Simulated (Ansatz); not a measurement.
Given this structure, coordinates from a relaxation with DFT, BLYP, plane waves (420 eV) with PAW, scalar-relativistic in Ansatz 0.2.0; the starting structure was generated, so it need not be a known form of this composition, written in its standard cell:

```cif
data_structure
_symmetry_space_group_name_H-M 'P 1'
_symmetry_Int_Tables_number 1
_cell_length_a 4.0278
_cell_length_b 4.0278
_cell_length_c 4.0278
_cell_angle_alpha 90.000
_cell_angle_beta 90.000
_cell_angle_gamma 90.000
_cell_volume 65.34
loop_
_atom_site_label
_atom_site_type_symbol
_atom_site_fract_x
_atom_site_fract_y
_atom_site_fract_z
_atom_site_occupancy
C1 C 0.00000 0.00000 0.00000 1
C2 C 0.50000 0.50000 0.50000 1
C3 C 0.25000 0.00000 0.50000 1
C4 C 0.75000 0.00000 0.50000 1
C5 C 0.50000 0.25000 0.00000 1
C6 C 0.50000 0.75000 0.00000 1
C7 C 0.00000 0.50000 0.25000 1
C8 C 0.00000 0.50000 0.75000 1
```

Q: Predict the [110] zone-axis pattern (200 kV, kinematic, B = 0.5 Å²).

A: The spots form a rectangular net whose two shortest vectors correspond to d = 2.85 Å and 2.01 Å, 90.0° apart. They are 1 -1 0 (itself too weak to see) and 0 0 2. The pattern has symmetry 2mm. A glide plane extinguishes reflections such as 1 -1 -1, 1 -1 1, 2 -2 -1; a screw axis and a glide plane both extinguish reflections such as 0 0 1, 0 0 3, 0 0 5; reflections such as 1 -1 0, 2 -2 0, 1 -1 -4 are allowed but too weak to see at this display level.

Strongest reflections with d > 0.80 Å, one of each family (|F|² from tabulated Gaussian fits of the electron scattering factors, times a small damping for the curvature of the Ewald sphere):

| hkl | d (Å) | I (strongest = 100) |
| --- | --- | --- |
| 0 0 2 | 2.014 | 100 |
| 1 -1 2 | 1.644 | 59 |
| 0 0 4 | 1.007 | 42 |
| 2 -2 2 | 1.163 | 18 |
| 3 -3 2 | 0.859 | 5 |

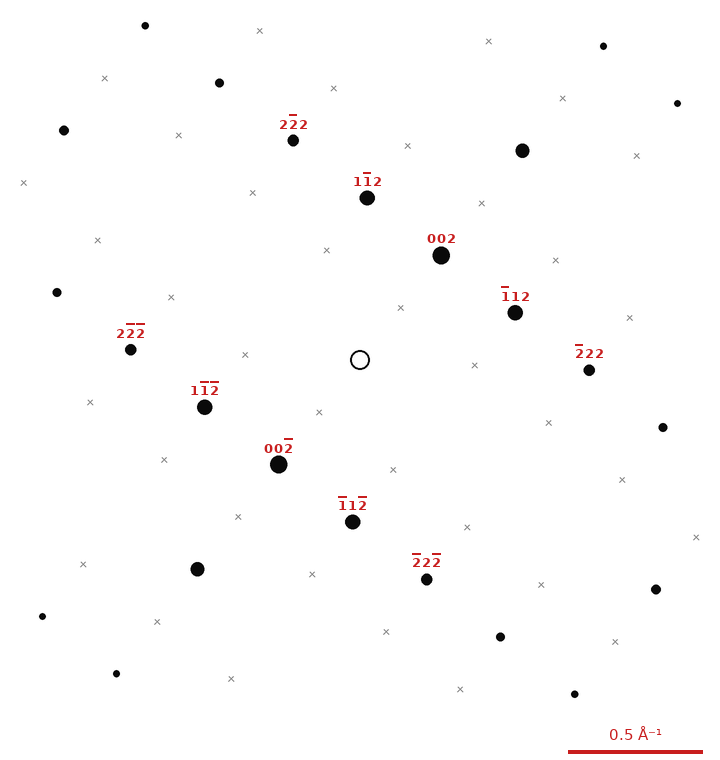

Calculated pattern, seen from the source side with [110] pointing towards the source; crosses mark the places of extinct reflections.
